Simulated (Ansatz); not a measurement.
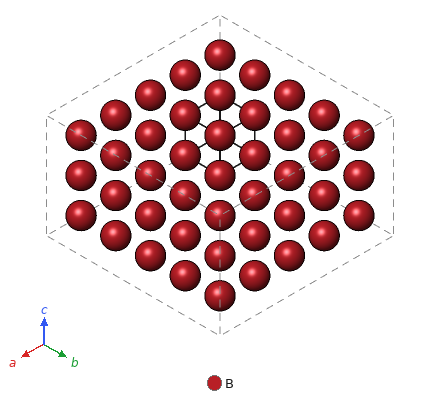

The structure, seen along [111]; the drawing may span several cells.

Given this structure, coordinates from a relaxation with Ansatz, DFT r2SCAN, scalar-relativistic, plane waves, PAW; the starting structure was generated, so it need not be a known form of this composition, written in its standard cell:

```
CELL_PARAMETERS angstrom
1.88560 0.00000 0.00000
0.00000 1.88560 0.00000
0.00000 0.00000 1.88560
ATOMIC_POSITIONS crystal
B 0.50000 0.50000 0.50000
```

### What does the kinematic electron diffraction pattern along [111] look like at 100 kV (B = 0.5 Å²)?

The spots form a hexagonal net with both shortest vectors at d = 1.33 Å, 60.0° apart. They are -1 1 0 and -1 0 1. The pattern has symmetry 6mm. No reflection of this zone is absent.

Strongest reflections with d > 0.80 Å, one of each family (|F|² from tabulated Gaussian fits of the electron scattering factors, times a small damping for the curvature of the Ewald sphere):

| hkl | d (Å) | I (strongest = 100) |
| --- | --- | --- |
| 1 0 -1 | 1.333 | 100 |

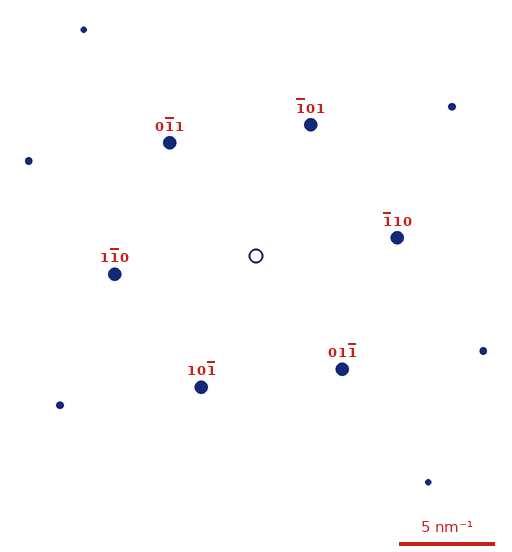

Calculated pattern, seen from the source side with [111] pointing towards the source.
